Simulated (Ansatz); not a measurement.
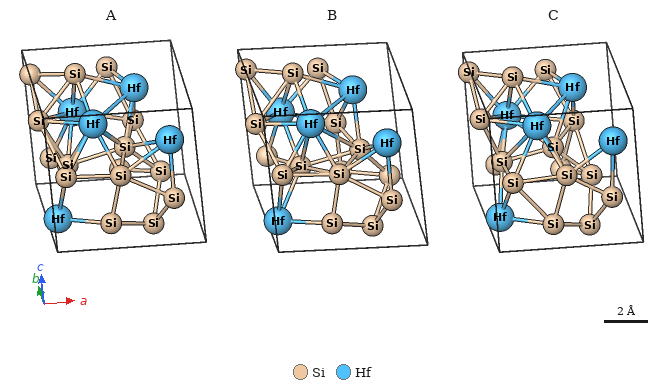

3 geometries from one relaxation of an amorphous cell of composition HfSi₃ (coarse preliminary run), in shuffled order. Style: ball-and-stick. Shown: the cell of the calculation (origin shifted), from a free direction.

Case: the quenched liquid.

Level of theory: DFT PBE, scalar-relativistic, plane waves, PAW (Ansatz). Set-up: plane-wave cutoff 420 eV; k-point mesh 2 × 2 × 2; occupations gaussian; smearing width 0.1 eV; mesh shifted by (0.5, 0.5, 0.5); no spin polarisation; cell and atoms relaxed; force threshold 0.04 eV/Å; at most 70 steps.

> Order the frames from highest to lowest energy.

C, A, B. They are steps 0, 7, 19, at +2.314 eV per cell of the calculation, +0.325 eV per cell of the calculation relative to the last. The energy falls by 2.314 eV per cell of the calculation in 15 accepted moves (19 points after the start). The largest force component goes from 1.7 to 0.02 eV/Å. The pressure goes from 3.16 to −0.02 GPa. The line search rejected the trial steps at points 6, 13, 17 of the run. The SCF was repeated once at an unchanged geometry on a basis and grid sized afresh for the cell, which shifted the energy by 2.4 meV per cell of the calculation at most. A Si atom moves most relative to the cell: 1.28 Å along [3 −1 0]. Largest moves by element: Si 1.28 Å, Hf 0.34 Å. The drawn cell changes at constant volume: a 6.784 → 7.041 Å (+3.8 %), b 7.082 → 6.808 Å (−3.9 %), c 7.052 → 7.111 Å (+0.8 %), α 90.9° → 87.9°, β 94.1° → 97.2°. Some distances before and after: Hf–Si 2.941 → 4.238 Å, Si–Si 3.796 → 2.607 Å, Si–Si 4.188 → 3.038 Å, Si–Si 3.877 → 2.869 Å. New bonds form: Hf–Si (3.85 → 2.87 Å). Bond angles that change, for instance: Si–Si–Hf 63.1° → 108.2°, Si–Si–Hf 163.0° → 124.6°, Si–Si–Si 83.2° → 121.0°.

Limits of the set-up: the periodic images lie only 6.8 Å apart, so the values are limited by the cell's size.
